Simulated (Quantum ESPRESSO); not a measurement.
## Sr: relaxation of cell and atoms (part 2 of 3)

Sr (P-1, 1 atom in the cell); Kohn-Sham DFT of a periodic cell, PBE, PseudoDojo 0.4 SR PBEsol stringent, no spin polarisation (Quantum ESPRESSO 7.5); cutoff 925.19 eV, 4×4×4 k-mesh, fermi-dirac of 0.05 eV. The structure derives from an entry of the Crystallography Open Database.

Geometry of the input (Å; fractional positions):
```
0.0903  3.0260  2.9606
3.3125  0.1109  2.9400
3.3155  3.0084  0.1078
Sr 0.0000  0.0000  0.0000
```

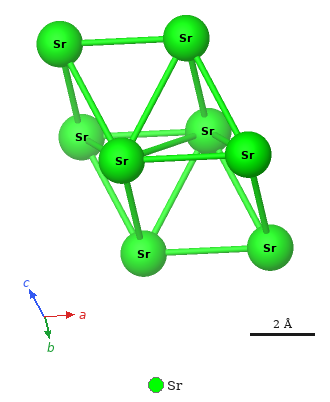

Fig. 1: The structure (ball-and-stick view of the cell of the calculation, set on other vectors, seen at an oblique angle). An atom can appear more than once, as a periodic image.

**Output, continued**
```
          k = 0.0095 0.0157-0.7315 (  3592 PWs)   bands (ev):

   -31.7037 -13.7726 -13.6820 -13.6490   4.5032   5.2911   6.4238   9.4667
     9.5890   9.7669

          k = 0.1714 0.1960-0.9207 (  3577 PWs)   bands (ev):

   -31.7092 -13.7208 -13.6691 -13.6389   4.2741   5.1392   6.4619   7.8623
     9.0464   9.6474

          k =-0.3142-0.3448-0.3531 (  3586 PWs)   bands (ev):

   -31.7146 -13.7466 -13.6204 -13.5845   3.7378   4.8606   6.8457   7.7069
     9.6004   9.7947

     the Fermi energy is     5.0668 ev

!    total energy              =     -68.56294742 Ry
     estimated scf accuracy    <          3.1E-11 Ry
     smearing contrib. (-TS)   =      -0.00096692 Ry
     internal energy E=F+TS    =     -68.56198051 Ry

     The total energy is F=E-TS. E is the sum of the following terms:
     one-electron contribution =     -26.01964795 Ry
     hartree contribution      =      14.03737534 Ry
     xc contribution           =     -16.66768687 Ry
     ewald contribution        =     -39.91202103 Ry

     convergence has been achieved in   7 iterations

     Forces acting on atoms (cartesian axes, Ry/au):

     atom    1 type  1   force =     0.00000000    0.00000000    0.00000000

     Total force =     0.000000     Total SCF correction =     0.000000

     Computing stress (Cartesian axis) and pressure

          total   stress  (Ry/bohr**3)                   (kbar)     P=       -1.43
  -0.00007984  -0.00001719  -0.00002153          -11.74       -2.53       -3.17
  -0.00001719   0.00002488  -0.00004884           -2.53        3.66       -7.18
  -0.00002153  -0.00004884   0.00002571           -3.17       -7.18        3.78

     BFGS Geometry Optimization
     Energy error            =      1.3E-04 Ry
     Gradient error          =      0.0E+00 Ry/Bohr
     Cell gradient error     =      1.2E+01 kbar

     number of scf cycles    =   1
     number of bfgs steps    =   0

     enthalpy           new  =     -68.5629474241 Ry

     new trust radius        =       0.0082115432 bohr
     new conv_thr            =       0.0000000002 Ry

     new unit-cell volume =    377.85587 a.u.^3 (    55.99246 Ang^3 )
     density =      2.59850 g/cm^3

CELL_PARAMETERS (angstrom)
   0.087177841   3.024250168   2.958801262
   3.304233382   0.105952686   2.939967985
   3.307559637   3.008744649   0.102455173

ATOMIC_POSITIONS (crystal)
Sr               0.0000000000        0.0000000000        0.0000000000

     NEW-OLD atomic charge density approx. for the potential
     New effective cutoffs (rho, wfc):  272.93   68.31

     Self-consistent Calculation

     iteration #  1     ecut=    68.00 Ry     beta= 0.50
     Davidson diagonalization with overlap
     ethr =  1.00E-06,  avg # of iterations =  2.0

     Threshold (ethr) on eigenvalues was too large:
     Diagonalizing with lowered threshold

     Davidson diagonalization with overlap
     ethr =  1.30E-09,  avg # of iterations =  4.4

     total energy              =     -68.56307649 Ry
     estimated scf accuracy    <       0.00000008 Ry

     iteration #  2     ecut=    68.00 Ry     beta= 0.50
     Davidson diagonalization with overlap
     ethr =  8.28E-10,  avg # of iterations =  1.0

     total energy              =     -68.56307650 Ry
     estimated scf accuracy    <       0.00000002 Ry

     iteration #  3     ecut=    68.00 Ry     beta= 0.50
     Davidson diagonalization with overlap
     ethr =  2.06E-10,  avg # of iterations =  1.9

     total energy              =     -68.56307650 Ry
     estimated scf accuracy    <          5.4E-10 Ry

[... 104 further cycles ...]
     iteration #  4     ecut=    68.00 Ry     beta= 0.50
     Davidson diagonalization with overlap
     ethr =  1.00E-13,  avg # of iterations =  4.0

     End of self-consistent calculation

          k = 0.0000 0.0000 0.0000 (  3559 PWs)   bands (ev):

   -31.6754 -13.5369 -13.5367 -13.5363   1.3977   7.3561   7.3665   7.3837
     8.7992   8.8313

          k = 0.1746 0.1745-0.1751 (  3589 PWs)   bands (ev):

   -31.6689 -13.6305 -13.5500 -13.5490   2.3287   6.2907   7.5067   7.5249
     8.7532   8.7627

          k =-0.3492-0.3489 0.3502 (  3582 PWs)   bands (ev):

   -31.6624 -13.7218 -13.5631 -13.5615   3.9182   5.0677   7.2007   7.2218
     9.8319   9.8510

          k = 0.1744-0.1744 0.1752 (  3585 PWs)   bands (ev):

   -31.6689 -13.6305 -13.5499 -13.5491   2.3282   6.2895   7.5017   7.5304
     8.7531   8.7650

          k = 0.3490 0.0000 0.0001 (  3584 PWs)   bands (ev):

   -31.6668 -13.6265 -13.5706 -13.5702   2.6250   6.1555   7.1358   8.0196
     8.0353   9.2789

          k =-0.1748-0.5234 0.5254 (  3579 PWs)   bands (ev):

   -31.6604 -13.6898 -13.6104 -13.5832   4.2551   5.3479   6.2780   7.9883
     9.2384   9.9277

          k =-0.0002-0.3489 0.3503 (  3588 PWs)   bands (ev):

   -31.6625 -13.6701 -13.6142 -13.5621   3.6658   5.8685   6.2632   7.8230
     8.6033  10.0710

          k =-0.3488 0.3489-0.3503 (  3602 PWs)   bands (ev):

   -31.6625 -13.7216 -13.5629 -13.5616   3.9171   5.0663   7.1964   7.2276
     9.8336   9.8484

          k =-0.1742 0.5234-0.5255 (  3589 PWs)   bands (ev):

   -31.6604 -13.6896 -13.6105 -13.5831   4.2543   5.3476   6.2785   7.9882
     9.2394   9.9269

          k =-0.6980-0.0000-0.0001 (  3582 PWs)   bands (ev):

   -31.6583 -13.7105 -13.6046 -13.6033   4.4077   5.3956   6.0280   9.8469
    10.1241  10.1506

          k =-0.1747 0.1740 0.1749 (  3566 PWs)   bands (ev):

   -31.6690 -13.6301 -13.5498 -13.5489   2.3265   6.2856   7.5031   7.5307
     8.7568   8.7682

          k =-0.0001 0.3485-0.0002 (  3588 PWs)   bands (ev):

   -31.6669 -13.6266 -13.5702 -13.5700   2.6215   6.1553   7.1268   8.0302
     8.0365   9.2849

          k =-0.5239-0.1749 0.5251 (  3574 PWs)   bands (ev):

   -31.6604 -13.6900 -13.6101 -13.5827   4.2514   5.3489   6.2713   7.9997
     9.2367   9.9290

          k =-0.3493-0.0004 0.3500 (  3578 PWs)   bands (ev):

   -31.6625 -13.6699 -13.6143 -13.5617   3.6660   5.8623   6.2597   7.8326
     8.6097  10.0725

          k =-0.0003-0.0004 0.3500 (  3586 PWs)   bands (ev):

   -31.6667 -13.6263 -13.5711 -13.5710   2.6316   6.1555   7.1533   8.0148
     8.0179   9.2674

          k = 0.1743 0.1741 0.1749 (  3571 PWs)   bands (ev):

   -31.6690 -13.6299 -13.5497 -13.5489   2.3252   6.2827   7.5038   7.5313
     8.7592   8.7710

          k =-0.3495-0.3493 0.7002 (  3584 PWs)   bands (ev):

   -31.6625 -13.6684 -13.6142 -13.5629   3.6558   5.8806   6.2604   7.8244
     8.6004  10.0428

          k =-0.1749-0.1749 0.5251 (  3586 PWs)   bands (ev):

   -31.6603 -13.6907 -13.6096 -13.5841   4.2643   5.3390   6.2876   7.9846
     9.2187   9.9368

          k =-0.5236 0.5229-0.1755 (  3576 PWs)   bands (ev):

   -31.6603 -13.6903 -13.6099 -13.5841   4.2633   5.3396   6.2885   7.9823
     9.2226   9.9342

          k =-0.3490 0.6974-0.3506 (  3583 PWs)   bands (ev):

   -31.6625 -13.6693 -13.6144 -13.5617   3.6631   5.8624   6.2570   7.8384
     8.6123  10.0654

          k =-0.8728 0.1740 0.1747 (  3582 PWs)   bands (ev):

   -31.6605 -13.6893 -13.6102 -13.5829   4.2513   5.3401   6.2785   8.0030
     9.2266   9.9279

          k =-0.6982 0.3485-0.0004 (  3584 PWs)   bands (ev):

   -31.6582 -13.6584 -13.6576 -13.6058   5.1064   5.6461   5.6619   7.2329
    10.1515  10.3250

          k =-0.3491 0.3485-0.0003 (  3588 PWs)   bands (ev):

   -31.6625 -13.6686 -13.6142 -13.5629   3.6569   5.8806   6.2616   7.8219
     8.5993  10.0458

          k =-0.1745 0.5229-0.1754 (  3592 PWs)   bands (ev):

   -31.6604 -13.6902 -13.6099 -13.5827   4.2512   5.3466   6.2708   8.0049
     9.2312   9.9307

          k =-0.6983-0.0004 0.3499 (  3586 PWs)   bands (ev):

   -31.6583 -13.6573 -13.6570 -13.6060   5.1108   5.6421   5.6502   7.2426
    10.1316  10.2896

          k =-0.5237 0.1740 0.1748 (  3588 PWs)   bands (ev):

   -31.6604 -13.6899 -13.6098 -13.5830   4.2533   5.3408   6.2773   8.0032
     9.2240   9.9309

          k = 0.3494-0.3481-0.3497 (  3556 PWs)   bands (ev):

   -31.6625 -13.7210 -13.5628 -13.5613   3.9133   5.0618   7.1994   7.2294
     9.8315   9.8473

          k = 0.5240-0.1736-0.5248 (  3570 PWs)   bands (ev):

   -31.6605 -13.6890 -13.6107 -13.5825   4.2479   5.3476   6.2734   7.9993
     9.2412   9.9242

          k = 0.0002-0.6970 0.0005 (  3574 PWs)   bands (ev):

   -31.6584 -13.7106 -13.6038 -13.6030   4.4035   5.3989   6.0154   9.8483
    10.1284  10.2415

          k = 0.5239-0.5225-0.1745 (  3571 PWs)   bands (ev):

   -31.6603 -13.6895 -13.6103 -13.5840   4.2606   5.3386   6.2901   7.9820
     9.2260   9.9296

          k = 0.6985-0.3481-0.3496 (  3562 PWs)   bands (ev):

   -31.6626 -13.6684 -13.6144 -13.5621   3.6577   5.8686   6.2553   7.8399
     8.6108  10.0503

          k = 0.1746-0.8714 0.1757 (  3577 PWs)   bands (ev):

   -31.6605 -13.6888 -13.6106 -13.5824   4.2464   5.3448   6.2736   8.0043
     9.2373   9.9241

          k = 0.3493-0.6970 0.0006 (  3570 PWs)   bands (ev):

   -31.6583 -13.6587 -13.6567 -13.6059   5.1079   5.6392   5.6634   7.2361
    10.1444  10.3135

          k = 0.0006 0.0008-0.7001 (  3592 PWs)   bands (ev):

   -31.6581 -13.7104 -13.6053 -13.6049   4.4156   5.3888   6.0525   9.8451
    10.1335  10.1425

          k = 0.1752 0.1753-0.8752 (  3577 PWs)   bands (ev):

   -31.6604 -13.6891 -13.6105 -13.5839   4.2588   5.3370   6.2909   7.9840
     9.2259   9.9279

          k =-0.3486-0.3481-0.3499 (  3586 PWs)   bands (ev):

   -31.6626 -13.7206 -13.5626 -13.5613   3.9105   5.0584   7.2010   7.2314
     9.8320   9.8444

     the Fermi energy is     5.1070 ev

!    total energy              =     -68.56490481 Ry
     estimated scf accuracy    <          4.5E-13 Ry
     smearing contrib. (-TS)   =      -0.00090308 Ry
     internal energy E=F+TS    =     -68.56400172 Ry

     The total energy is F=E-TS. E is the sum of the following terms:
     one-electron contribution =     -25.85064414 Ry
     hartree contribution      =      13.96978866 Ry
     xc contribution           =     -16.66863662 Ry
     ewald contribution        =     -40.01450962 Ry

     convergence has been achieved in   4 iterations

     Forces acting on atoms (cartesian axes, Ry/au):

     atom    1 type  1   force =     0.00000000    0.00000000    0.00000000

     Total force =     0.000000     Total SCF correction =     0.000000

     Computing stress (Cartesian axis) and pressure

          total   stress  (Ry/bohr**3)                   (kbar)     P=        0.15
   0.00000154  -0.00000014  -0.00000040            0.23       -0.02       -0.06
  -0.00000014  -0.00000055  -0.00000084           -0.02       -0.08       -0.12
  -0.00000040  -0.00000084   0.00000200           -0.06       -0.12        0.29

     Energy error            =      3.7E-07 Ry
     Gradient error          =      0.0E+00 Ry/Bohr
     Cell gradient error     =      2.9E-01 kbar

     bfgs converged in  22 scf cycles and  21 bfgs steps
     (criteria: energy <  1.0E-05 Ry, force <  4.0E-04 Ry/Bohr, cell <  3.0E-01 kbar)

     End of BFGS Geometry Optimization

     Final enthalpy           =     -68.5649048057 Ry

     File ./tmp/pwscf.bfgs deleted, as requested
Begin final coordinates
     new unit-cell volume =    376.06723 a.u.^3 (    55.72741 Ang^3 )
     density =      2.61086 g/cm^3

CELL_PARAMETERS (angstrom)
  -0.000782873   3.039752914   3.027892076
   3.032438537   0.003147300   3.026913349
   3.032885694   3.038599644   0.006159876

ATOMIC_POSITIONS (crystal)
Sr               0.0000000000        0.0000000000        0.0000000000
End final coordinates

     Final scf calculation at the relaxed structure.
     The G-vectors are recalculated for the final unit cell
     Results may differ from those at the preceding step.

     G-vector sticks info
     --------------------
     sticks:   dense  smooth     PW     G-vecs:    dense   smooth      PW
     Sum        1237    1237    363                28547    28547    4601

     Using Slab Decomposition

     bravais-lattice index     =            0
     lattice parameter (alat)  =       8.0019  a.u.
     unit-cell volume          =     376.0672 (a.u.)^3
     number of atoms/cell      =            1
     number of atomic types    =            1
     number of electrons       =        10.00
     number of Kohn-Sham states=           10
     kinetic-energy cutoff     =      68.0000  Ry
     charge density cutoff     =     272.0000  Ry
     scf convergence threshold =      2.0E-12
     mixing beta               =       0.5000
     number of iterations used =            8  plain     mixing
     press convergence thresh. =      3.0E-01
     Exchange-correlation= PBE
                           (   1   4   3   4   0   0   0)

     celldm(1)=   8.001903  celldm(2)=   0.000000  celldm(3)=   0.000000
     celldm(4)=   0.000000  celldm(5)=   0.000000  celldm(6)=   0.000000

     crystal axes: (cart. coord. in units of alat)
               a(1) = (  -0.000185   0.717867   0.715066 )
               a(2) = (   0.716139   0.000743   0.714835 )
               a(3) = (   0.716245   0.717594   0.001455 )

     reciprocal axes: (cart. coord. in units 2 pi/alat)
               b(1) = ( -0.698873  0.696141  0.699425 )
               b(2) = (  0.697677 -0.697786  0.700700 )
               b(3) = (  0.698415  0.697863 -0.700416 )

     PseudoPot. # 1 for Sr read from file:
     Sr.upf
     Pseudo is Norm-conserving + core correction, Zval = 10.0
     Generated using ONCVPSP code by D. R. Hamann
     Using radial grid of 1834 points,  6 beta functions with:
                l(1) =   0
                l(2) =   0
                l(3) =   1
                l(4) =   1
                l(5) =   2
                l(6) =   2

     atomic species   valence    mass     pseudopotential
     Sr               10.00    87.62000     Sr( 1.00)

      2 Sym. Ops., with inversion, found

   Cartesian axes

     site n.     atom                  positions (alat units)
         1        Sr     tau(   1) = (   0.0000000   0.0000000   0.0000000  )
```
